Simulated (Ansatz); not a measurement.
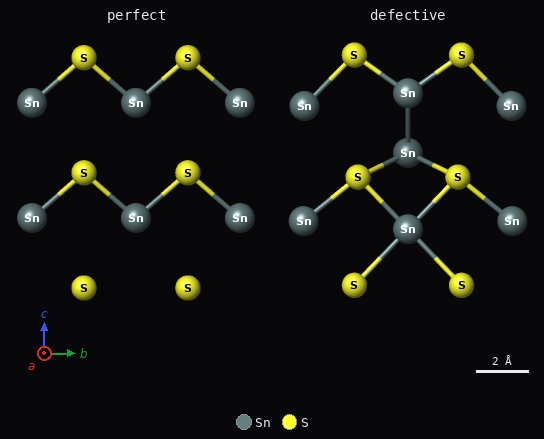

Left: perfect SnS. Right: the same region with one point defect, after relaxing the atoms in a supercell of 32 sites. Style: ball-and-stick. Shown: the atoms within 6.0 Å of one point, in a slice 3.4 Å thick across the line of sight, along the a axis.

The calculation used Ansatz 0.2.0, DFT PBE, scalar-relativistic, plane waves, PAW. (plane-wave cutoff 420 eV; k-point mesh 2 × 2 × 2; occupations gaussian; smearing width 0.01 eV; collinear spin) The cell is small and the k-mesh coarse, so the numbers are rough. A uniform background neutralises the charged cell. The axes drawn are those of the host's conventional cell.

Which defect is it?

An extra tin atom is put between the host's atoms (an interstitial).

The charge state of the cell is +3.

How does the lattice respond?

The Sn atom starts with 3 S at 2.33 to 2.43 Å, 2 Sn at 2.33 to 2.49 Å around its place and ends with 3 S at 2.56 to 2.71 Å, 1 Sn at 2.91 Å. Of the host's atoms, a tin atom moves furthest from its site, by 0.60 Å. The Sn atom itself moves 0.07 Å from where it was put. The cell ends without a net magnetic moment.

Limits of the set-up: layers or molecules are held without a dispersion correction, so their spacing is unreliable.
